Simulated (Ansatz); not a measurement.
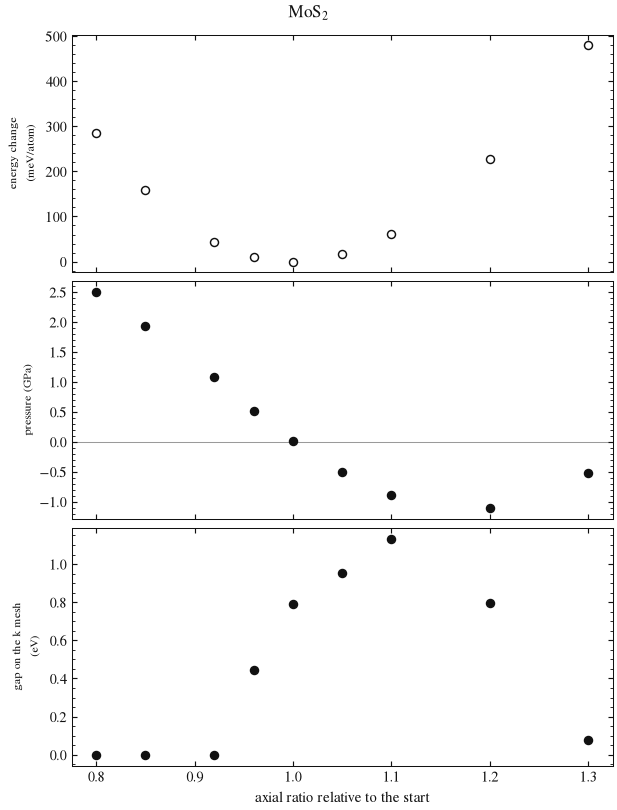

Energy change, pressure and gap on the k mesh against relative axial ratio for MoS₂, space group R3m (No. 160).

The energy change is 285 meV/atom at relative axial ratio 0.80 and 479 meV/atom at 1.30; the lowest computed point is at relative axial ratio 1.00 (0 meV/atom), and no other minimum shows. The pressure goes from 2.502 GPa at relative axial ratio 0.80 to −0.529 GPa at 1.30, not monotonically, with a low of −1.109 GPa at 1.20, and changes sign near 1.00. The gap on the k mesh is zero at relative axial ratio 0.80, 0.85 and 0.92 and open elsewhere, at most 1.134 eV at 1.10.

Calculation (Ansatz 0.2.0): deformation of a crystal at fixed volume, lengths along the axis scaled against those across it, fractional coordinates fixed, by plane-wave density functional theory with PAW datasets, free energies less that of the undisturbed cell, pressure positive in compression; scalar-relativistic. Level: PBE with D3(BJ), no spin polarisation.

- wave cutoff: 420 eV
- k mesh: 12×12×12
- occupations: Gaussian
- smearing width: 0.05 eV
- k shift: (0, 0, 0) (mesh steps)
- start: relaxed
- path: axial
- axis direction: (0, 0, 1) (Cartesian unit vector)

The given structure:
```
CELL_PARAMETERS angstrom
1.57647 0.91018 5.99653
-1.57647 0.91018 5.99653
0.00000 -1.82036 5.99653
ATOMIC_POSITIONS crystal
Mo 0.00002 0.00002 0.00002
S 0.75356 0.75356 0.75356
S 0.57972 0.57972 0.57972
```

Note: gap closes along the scan on a mesh chosen for the insulator; shape and atomic fractions are frozen while scaling, which makes layered, chain and framework solids too stiff.
